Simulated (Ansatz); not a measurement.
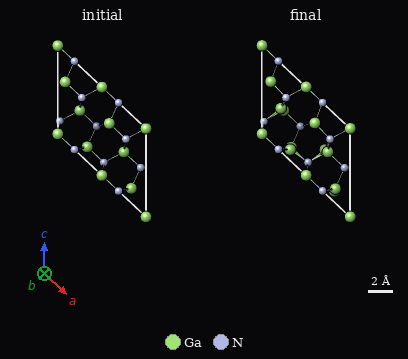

The structure of a defect cell of composition Ga₈N₇ (cell charge +3) before (left) and after (right) a relaxation, at one scale.

Style: ball-and-stick. Shown: the conventional cell (2 times the calculation's cell) (origin shifted), along the b axis. Lengths and directions refer to the drawn axes.

Case: N vacancy, atoms relaxed.

Method: Ansatz, DFT PBEsol, scalar-relativistic, plane waves, PAW.

The input:
```yaml
crystal:
  lattice:
    - [1.5912892447, -2.7561938213, 5.1854260772]
    - [1.5912892447, -2.7561938213, -5.1854260772]
    - [3.1825784893, 5.5123876426, 0.0]
  atoms:
    - { symbol: Ga, position: [0.8329303869, 0.8337362798, 0.1666666667] }
    - { symbol: Ga, position: [0.3329303869, 0.3337362798, 0.1666666667] }
    - { symbol: Ga, position: [0.8329303869, 0.8337362798, 0.6666666667] }
    - { symbol: Ga, position: [0.3329303869, 0.3337362798, 0.6666666667] }
    - { symbol: Ga, position: [0.9162637202, 0.4170696131, 0.3333333333] }
    - { symbol: Ga, position: [0.4162637202, 0.9170696131, 0.3333333333] }
    - { symbol: Ga, position: [0.9162637202, 0.4170696131, 0.8333333333] }
    - { symbol: Ga, position: [0.4162637202, 0.9170696131, 0.8333333333] }
    - { symbol: "N", position: [0.0212362798, 0.6454303869, 0.1666666667] }
    - { symbol: "N", position: [0.5212362798, 0.1454303869, 0.6666666667] }
    - { symbol: "N", position: [0.0212362798, 0.6454303869, 0.6666666667] }
    - { symbol: "N", position: [0.1045696131, 0.2287637202, 0.3333333333] }
    - { symbol: "N", position: [0.6045696131, 0.7287637202, 0.3333333333] }
    - { symbol: "N", position: [0.1045696131, 0.2287637202, 0.8333333333] }
    - { symbol: "N", position: [0.6045696131, 0.7287637202, 0.8333333333] }
total_charge: 3
basis:
  ecutwfc: 420
kpoints:
  mp_grid: { grid: [4, 4, 4] }
hamiltonian:
  xc: pbesol
scf:
  occupations: { method: gaussian, width: 0.05 }
output:
  forces: true
  stress: true
  eigenvalues: true
  write_density: true
  write_potential: true
  elf: true
  volumetric_format: npy
relax:
  adjacent_minimum: "off"
  f_tol: 0.02
  max_steps: 50
```

Run as
```bash
ansatz run input.yaml --threads 4 --pin off --max-ram 9216MiB --backend cpu --events-out ev --progress --plain --runs-dir out
```

Q: What changed between the two?

A: The largest move is that of Ga2, 0.32 Å roughly along −a. By element the largest moves are Ga 0.32 Å, N 0.04 Å. The cell doesn't change. Some distances before and after: Ga2–N14 1.946 → 1.851 Å, Ga8–N15 1.953 → 1.868 Å, Ga5–N11 1.946 → 1.886 Å, Ga2–N12 1.946 → 1.899 Å. Among the angles between lasting bonds that change: Ga6–N10–Ga8 109.7° → 94.8°, Ga5–N9–Ga6 109.7° → 96.1°, Ga2–N13–Ga6 109.2° → 96.2°. Over 4 accepted moves (5 points after the start) the energy falls by 1.194 eV per cell of the calculation. Largest force component: 1.9 eV/Å at the start, 0.015 eV/Å at the end. 1 step only repeated the SCF at the same geometry. Cost: 61 s on 4 threads of Intel(R) Xeon(R) Platinum 8259CL CPU @ 2.50GHz (Skylake/Cascade Lake), on a shared host, peak memory 0.88 GiB.

Limits of the set-up: the periodic images lie only 6.1 Å apart, so the values are limited by the cell's size; the cell is charged, on a uniform background, and energies carry no finite-size correction.
